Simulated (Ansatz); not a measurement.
Consider In$_{15}$GaP$_{16}$ (cell with a defect).

Input file:

```
crystal:
  lattice:
    - [-5.9597880289, 5.9597880289, 5.9597880289]
    - [5.9597880289, -5.9597880289, 5.9597880289]
    - [5.9597880289, 5.9597880289, -5.9597880289]
  atoms:
    - { symbol: Ga, position: [0.5, 0.5, 0.0] }
    - { symbol: In, position: [0.5, 0.75, 0.75] }
    - { symbol: In, position: [0.5, 0.0, 0.5] }
    - { symbol: In, position: [0.75, 0.25, 0.0] }
    - { symbol: In, position: [0.5, 0.25, 0.25] }
    - { symbol: In, position: [0.75, 0.5, 0.75] }
    - { symbol: In, position: [0.75, 0.75, 0.5] }
    - { symbol: In, position: [0.0, 0.0, 0.0] }
    - { symbol: In, position: [0.75, 0.0, 0.25] }
    - { symbol: In, position: [0.0, 0.25, 0.75] }
    - { symbol: In, position: [0.0, 0.5, 0.5] }
    - { symbol: In, position: [0.25, 0.75, 0.0] }
    - { symbol: In, position: [0.0, 0.75, 0.25] }
    - { symbol: In, position: [0.25, 0.0, 0.75] }
    - { symbol: In, position: [0.25, 0.25, 0.5] }
    - { symbol: In, position: [0.25, 0.5, 0.25] }
    - { symbol: P, position: [0.25, 0.5, 0.0] }
    - { symbol: P, position: [0.25, 0.75, 0.75] }
    - { symbol: P, position: [0.25, 0.0, 0.5] }
    - { symbol: P, position: [0.5, 0.25, 0.0] }
    - { symbol: P, position: [0.25, 0.25, 0.25] }
    - { symbol: P, position: [0.5, 0.5, 0.75] }
    - { symbol: P, position: [0.5, 0.75, 0.5] }
    - { symbol: P, position: [0.75, 0.0, 0.0] }
    - { symbol: P, position: [0.5, 0.0, 0.25] }
    - { symbol: P, position: [0.75, 0.25, 0.75] }
    - { symbol: P, position: [0.75, 0.5, 0.5] }
    - { symbol: P, position: [0.0, 0.75, 0.0] }
    - { symbol: P, position: [0.75, 0.75, 0.25] }
    - { symbol: P, position: [0.0, 0.0, 0.75] }
    - { symbol: P, position: [0.0, 0.25, 0.5] }
    - { symbol: P, position: [0.0, 0.5, 0.25] }
  host:
    lattice:
      - [0.0, 2.9798940145, 2.9798940145]
      - [2.9798940145, 0.0, 2.9798940145]
      - [2.9798940145, 2.9798940145, 0.0]
    atoms:
      - { symbol: In, position: [0.0, 0.0, 0.0] }
      - { symbol: P, position: [0.25, 0.25, 0.25] }
basis:
  ecutwfc: 420
  xc_grid: 2
kpoints:
  mp_grid: { grid: [2, 2, 2], shift: [0.0, 0.0, 0.0] }
hamiltonian:
  xc: pbe
scf:
  occupations: { method: gaussian, width: 0.02 }
output:
  forces: true
  stress: false
  eigenvalues: true
  charged_corrections:
    defect_position: [0.5, 0.5, 0.0]
    epsilon: [[15.0794, 0.0, 0.0], [0.0, 15.0794, 0.0], [0.0, 0.0, 15.0794]]
  write_density: true
  write_potential: true
  elf: true
  volumetric_format: npy
relax:
  adjacent_minimum: "off"
  f_tol: 0.025
  max_steps: 45
```

Launched as:

```sh
ansatz run input.yaml --threads 4 --pin off --max-ram 8192MiB --backend cpu --events-out ev --progress --plain --runs-dir out
```

The fields are those of the relaxed geometry.

Computed with DFT PBE, scalar-relativistic, plane waves, PAW (Ansatz).

Predict the valence pseudo-density and electron localisation function between the atoms.

Ga–P (2.44 Å): the density is about 0.48 e/Å³ at the midpoint; the ELF peaks at about 0.90 in the valence shell of P, 0.9 Å from its nucleus, and is about 0.75 at the midpoint.
In–P (2.59 Å): ρ is about 0.42 e/Å³ halfway; the ELF peaks at about 0.90 in the valence shell of P, 0.9 Å from its nucleus, and is about 0.55 at the midpoint.

Metal or insulator at this level of theory?

It is gapped, with a Kohn–Sham gap of 0.40 eV on the k-point mesh (the band edges may lie off the mesh, which would make the gap smaller).

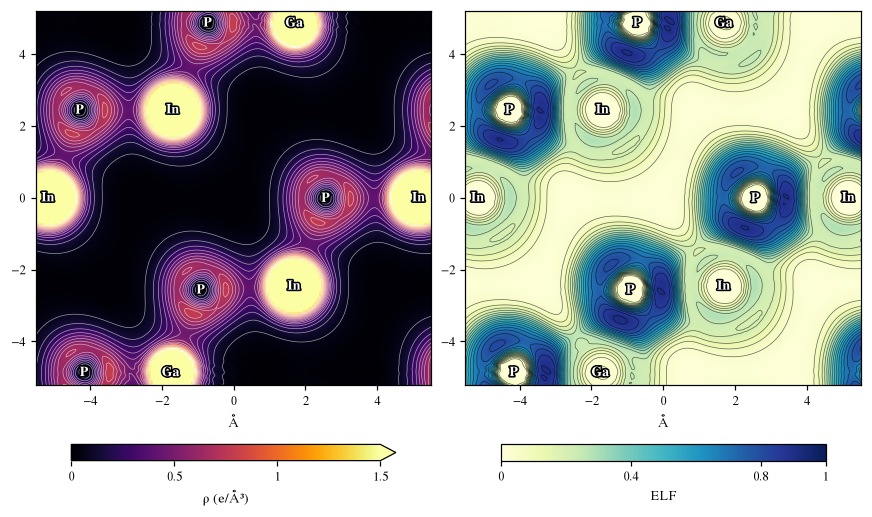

Computed valence pseudo-density and electron localisation function on the (011̄) plane of the calculation cell, in this order. 

The density is the valence pseudo-density of a PAW calculation; it isn't the true density close to the nuclei.
